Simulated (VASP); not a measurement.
**BN: density, localisation and related maps**

```yaml
crystal:
  lattice:
    - [1.77865, -1.77865, 0.00000]
    - [1.77865, 1.77865, 0.00000]
    - [0.00000, 0.00000, 3.49165]
  atoms:
    - { symbol: B, position: [0.00000, 0.00000, 0.00000] }
    - { symbol: B, position: [0.50000, 0.50000, 0.50000] }
    - { symbol: N, position: [0.50000, 0.50000, 0.00000] }
    - { symbol: N, position: [0.00000, 0.00000, 0.50000] }
```

Space group I4/mmm; started from the rocksalt prototype, which need not be the ambient phase; changed on purpose from its base cell (biaxial xy strain +1.9%); computed pressure about −10 GPa in this cell.

Computed with DFT, PBE, plane waves, PAW in VASP 6.6.1.

Core electrons are frozen (PAW), and the valence fields are smoothed inside the atomic spheres.

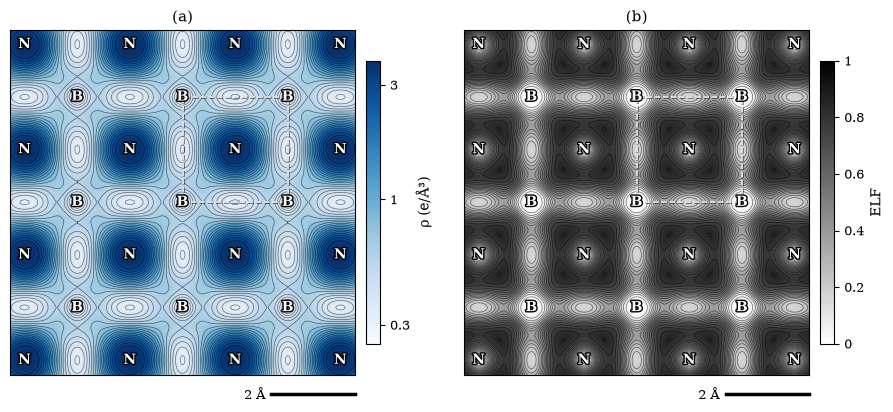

Figure 1. (a) valence charge density (pseudo); (b) electron localisation function on the (001) plane of the conventional cell.

Describe what can be read from this map.

Answer.
- The section cuts through B and N sites.
- Between the atoms the lowest density in this plane is 0.32 e/Å³.

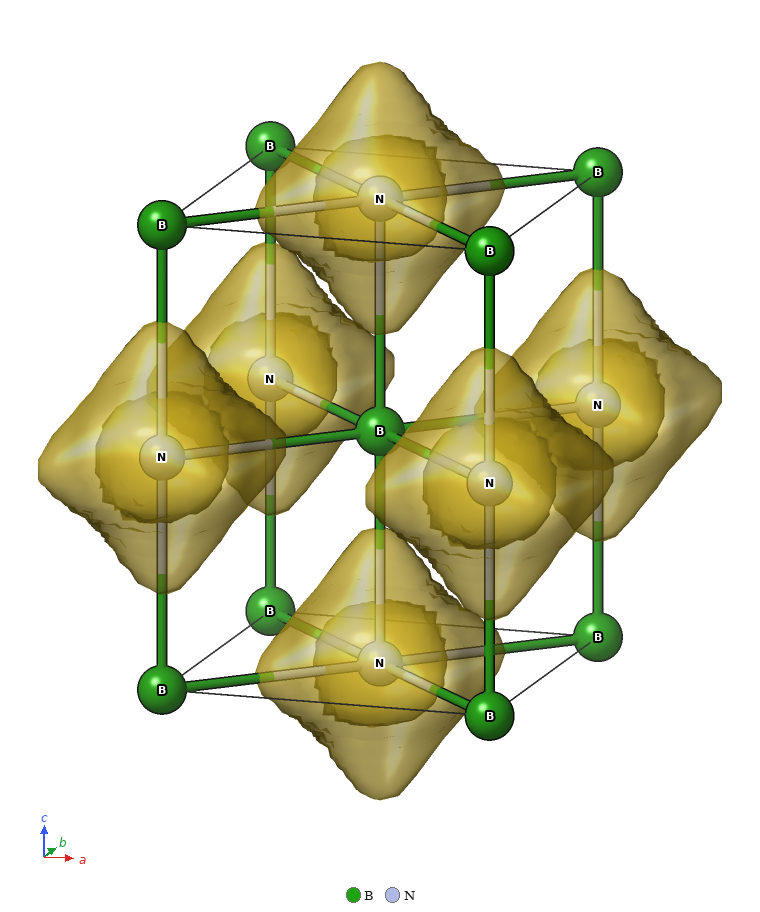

Figure 2. Isosurface of the ELF at 0.75 (yellow), seen slightly off an axis. Core shells and regions of very low density are left out. Sticks mark near contacts.

Identify the bonds, lone pairs and shells in this picture.

Answer. The ELF exceeds this value in two regions on N in which the atom's valence shell and bonds are merged, counted in one cell of 4 atoms. Regions shared between cells count once. Profiles from the grid: B–N (1.75 Å): the ELF peaks at about 0.85 between the atoms.

Metal or insulator at this level of theory?

Answer. It is gapped, with a Kohn–Sham gap of 0.65 eV on the k-point mesh (the band edges may lie off the mesh, which would make the gap smaller).
